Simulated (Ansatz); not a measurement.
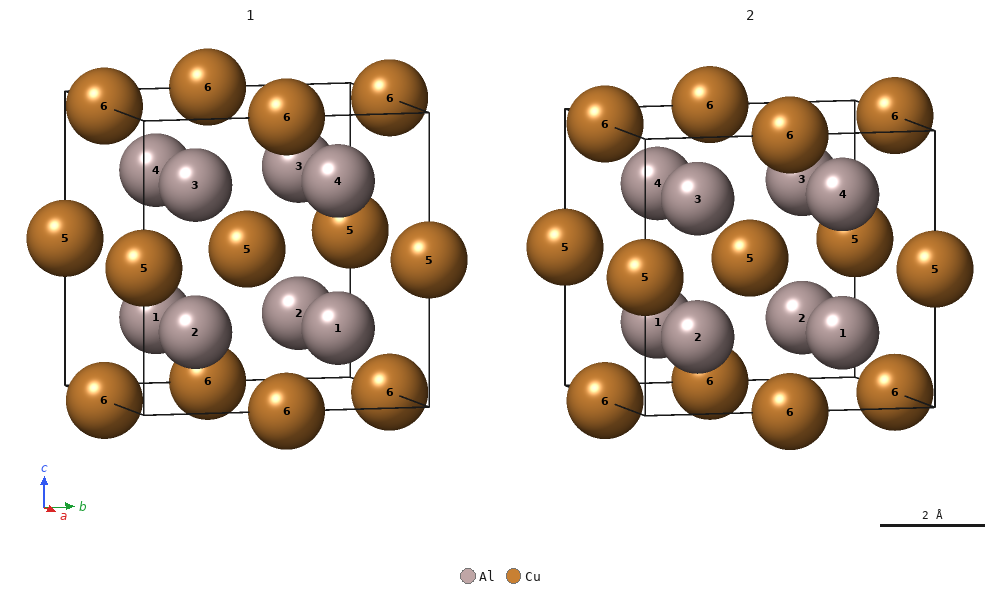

Two geometries of crystalline Al$_{2}$Cu (set up in Fm-3m): one is the relaxed structure, the other was perturbed away from it. A spheres-only model of the conventional cell (2 times the calculation's cell), seen slightly off an axis. Lengths and directions refer to the drawn axes.

Theory: DFT r2SCAN, scalar-relativistic, plane waves, PAW in Ansatz 0.2.0. Settings: plane-wave cutoff 500 eV; k-point mesh 10 × 10 × 6; occupations gaussian; smearing width 0.1 eV; no spin polarisation.

Q: Which is the distorted one, and what does the distortion cost?

A: Structure 2 is the perturbed one. Uniaxial strain along c, −6.0 %, is applied. The a and b axes and the atoms are relaxed. It costs 28.1 meV per atom. Pressure: 0.0 GPa before, 3.8 GPa after. The principal stresses (compression positive) are 11.3 GPa along c and none across it. The volume changes by −2.9 %, with a = b 5.734 → 5.827 Å (+1.6 %), c 5.734 → 5.390 Å (−6.0 %). The atoms keep their places relative to the cell (all moves are under 0.005 Å). Near-neighbour distances before and after: Al–Al 2.867 → 2.695 to 2.913 Å, Al–Cu 2.483 → 2.462 Å. The space group (tolerance 0.01 Å) goes from Fm-3m (No. 225) to I4/mmm (No. 139).
